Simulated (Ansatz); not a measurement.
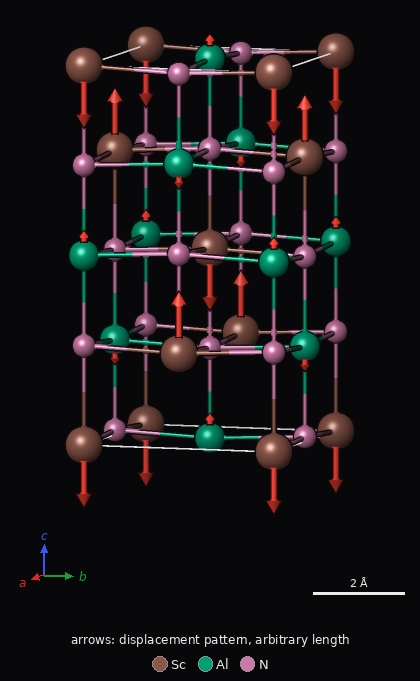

Normal modes of a crystal of ScAlN₂, space group I4₁/amd (No. 141), at the zone centre. The optical levels lie at 100 (×2), 180 (×2), 291 (×2), 307, 308 (×2), 346, 423, 438 (×2), 485, 525 (×2), 548 (×2), 567, 576, 623 cm⁻¹. One mode is drawn. The red arrows are the displacements of the atoms (eigenvector over the root of the mass), of arbitrary overall length and sign. Style: ball-and-stick. Shown: the conventional cell (2 times the calculation's cell), slightly off an axis. Lengths and directions refer to the drawn axes.

These are results of Ansatz 0.2.0, DFT PBE, scalar-relativistic, plane waves, PAW, not measurements. Settings: plane-wave cutoff 420 eV; k-point mesh 10 × 10 × 10; occupations gaussian; smearing width 0.05 eV; no spin polarisation.

Frequencies are those without the non-analytic (LO–TO) term.

> Which of these frequencies is the drawn mode's?

The level at 346 cm⁻¹. This is the B₁g mode, optical level 6 of 14, counted from below, Raman-active by symmetry. The N atoms hardly move; all motion is along c; atoms of one kind move against one another, with no net shift of any sublattice; the kinetic energy is shared as Sc 96 %, Al 4 %.
